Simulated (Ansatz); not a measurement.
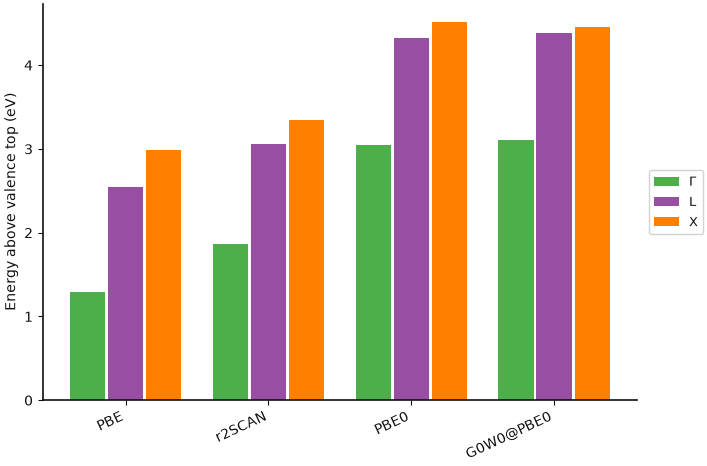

Lowest conduction level at each named k point, counted from the valence-band top at Γ, by several methods on one cell of zincblende ZnSe, space group F-43m, 2 atoms in the primitive cell, relaxed with r2SCAN; cubic a = 5.665 Å. All runs are without spin-orbit coupling and carry no moments.

```
   method  program  Γ (eV)  L (eV)  X (eV)
      PBE   Ansatz    1.29    2.55    2.99
   r2SCAN   Ansatz    1.87    3.06    3.34
     PBE0   Ansatz    3.05    4.32    4.51
G0W0@PBE0   Ansatz    3.11    4.39    4.46
```

### One method is left out: G0W0@PBE. Predict its row. It was run as: PBE, Ansatz PAW set, 6×6×6 k mesh, 420 eV cutoff, fixed occupations (Ansatz 0.2.0), G0W0 with empty bands 103, screening cutoff 100 eV and frequency treatment contour deformation.

It starts from PBE, whose row gives 1.29 eV at Γ. G0W0@PBE gives 2.40 eV at Γ, 3.63 eV at L and 3.71 eV at X, which is +1.11 eV from PBE at Γ.

### Does G0W0@PBE shift these levels rigidly from PBE?

The shifts are +1.11 eV at Γ, +1.08 eV at L and +0.72 eV at X: a spread of 0.39 eV on a mean of 0.97 eV, so one shift doesn't describe them. Over all 9 corrected points, named or not, the shifts from that run's own start go from +0.72 to +1.19 eV.

### How do the methods rank at Γ?

From low to high: PBE 1.29, r2SCAN 1.87, G0W0@PBE 2.40, PBE0 3.05, G0W0@PBE0 3.11 eV. Too close to rank are PBE0 against G0W0@PBE0.

Settings. PBE: Ansatz PAW set, 8×8×8 k mesh, 420 eV cutoff, Fermi-Dirac smearing of 0.02 eV (Ansatz). r2SCAN: Ansatz PAW set, 8×8×8 k mesh, 500 eV cutoff, fixed occupations (Ansatz 0.2.0). PBE0: Ansatz PAW set, 6×6×6 k mesh, 420 eV cutoff, fixed occupations (Ansatz 0.2.0). G0W0@PBE0: PBE0, Ansatz PAW set, 6×6×6 k mesh, 420 eV cutoff, fixed occupations (Ansatz 0.2.0), G0W0 with empty bands 249, screening cutoff 180 eV and frequency treatment contour deformation.

These are five of the 13 methods that were run on this cell. Spin-orbit coupling is left out, which matters for Se. r2SCAN, PBE0 and G0W0@PBE0: the PAW data sets were made with another functional. LDA, GGA and most meta-GGA functionals understate gaps. G0W0@PBE and G0W0@PBE0: the filled d shell of Zn makes GW gaps converge slowly, so they lie under their value at the basis limit. G0W0@PBE and G0W0@PBE0: the k mesh is thin for GW. PBE0: the k mesh is thin for exact exchange. The GW runs differ in bands or cutoffs. The GW values are at finite bands, cutoffs and mesh, short of the basis limit.
